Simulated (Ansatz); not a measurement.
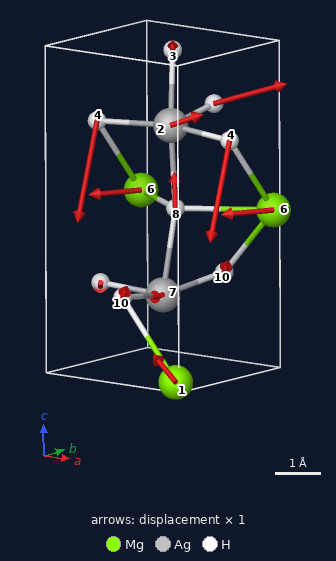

This is a relaxation of a crystal of MgAgH3 (built on the KZnF3-221 type type). The starting structure is drawn; red arrows show the displacements (the part carried along by the change of the cell is left out), at their true length.

The picture is a ball-and-stick view of the cell of the calculation, reduced to other axes, seen from a free direction. Lengths and directions refer to the drawn axes.

Case: shaken.

Theory: DFT, PBEsol, plane waves, PAW (Ansatz 0.2.0).

The input:
```yaml
crystal:
  lattice:
    - [7.41464724, -0.0167847804, 0.0257771636]
    - [-0.0083923902, 3.7266764604, 0.0333552047]
    - [0.0128885818, 0.0333552047, 3.7798995424]
  atoms:
    - { symbol: Mg, position: [-0.0286839486, 0.0348426977, 0.0162959846] }
    - { symbol: Ag, position: [0.2507052961, 0.4570762587, 0.5260139004] }
    - { symbol: H, position: [0.0225709188, 0.4616703842, 0.5541438511] }
    - { symbol: H, position: [0.2699834528, 0.0106796926, 0.5224224405] }
    - { symbol: H, position: [0.2167398733, 0.4529362364, -0.0523559489] }
    - { symbol: Mg, position: [0.5142236614, 0.0024932076, -0.0581109458] }
    - { symbol: Ag, position: [0.7744145746, 0.5297779051, 0.5372971765] }
    - { symbol: H, position: [0.5091068545, 0.4671964773, 0.5825789038] }
    - { symbol: H, position: [0.7542449055, -0.0685095789, 0.4486364252] }
    - { symbol: H, position: [0.7335448831, 0.4177250452, -0.0038189491] }
kpoints:
  mp_grid: { grid: [2, 6, 6] }
hamiltonian:
  xc: pbesol
scf:
  occupations: { method: fermi_dirac, width: 0.05 }
relax:
  f_tol: 0.01
  cell: {}
  max_steps: 120
output:
  write_density: true
  write_potential: true
  elf: true
  volumetric_format: npy
```

Command:
```bash
ansatz run input.yaml --threads 2 --pin off --max-ram 2211MiB --backend cpu --events-out ev --progress --plain --runs-dir out
```

> Atoms of which element are displaced furthest, and by how much?

Hydrogen: up to 2.48 Å, against 1.24 Å for magnesium.

> What did the optimiser do to the structure, and how much energy did it gain?

The atom that moves furthest relative to the cell is H4 (2.48 Å roughly along [0 −3 −2]). By element the largest moves are H 2.48 Å, Mg 1.24 Å, Ag 0.82 Å. The drawn cell changes as follows: a 3.727 → 4.752 Å (+27.5 %), b 3.780 → 3.082 Å (−18.5 %), c 7.415 → 8.306 Å (+12.0 %), α 90.4° → 90.0°, β 90.3° → 98.0°, γ 91.0° → 90.0°; the volume changes by +15.3 %. Some distances before and after: Ag2–H4 2.067 → 4.056 Å, Ag2–H4 (another image) 1.671 → 3.588 Å, Ag7–H8 1.986 → 3.225 Å, H4–Mg6 2.836 → 1.798 Å. New bonds form, among them: H4–Mg6 (2.84 → 1.80 Å), Mg1–H3 (2.63 → 2.09 Å), Mg1–H9 (2.72 → 2.01 Å). Bonds break, among them: Ag2–H4 (1.67 → 3.59 Å), Ag2–H4 (2.07 → 4.06 Å), Ag7–H8 (1.99 → 3.22 Å). Bond angles that change, for instance: H5–Ag2–H5 164.4° → 109.4°, Ag2–H5–Ag2 164.4° → 109.4°, H3–Ag2–H8 169.9° → 127.1°. The space group (tolerance 0.01 Å) goes from P1 (No. 1) to Pm (No. 6). The energy falls by 268 meV per atom in 32 accepted moves (36 points after the start). The largest force component goes from 2.4 to 0.0036 eV/Å. The pressure goes from 3.35 to 0.01 GPa. The line search rejected the trial step at point 20 of the run. At 3 points the geometry stayed and the basis and grid were re-selected for the new cell (energy shift of 10.0 meV per atom at most each time). Cost: 5.3 min on 2 threads of Arm Neoverse V2, with other jobs on the host, peak memory 0.46 GiB.
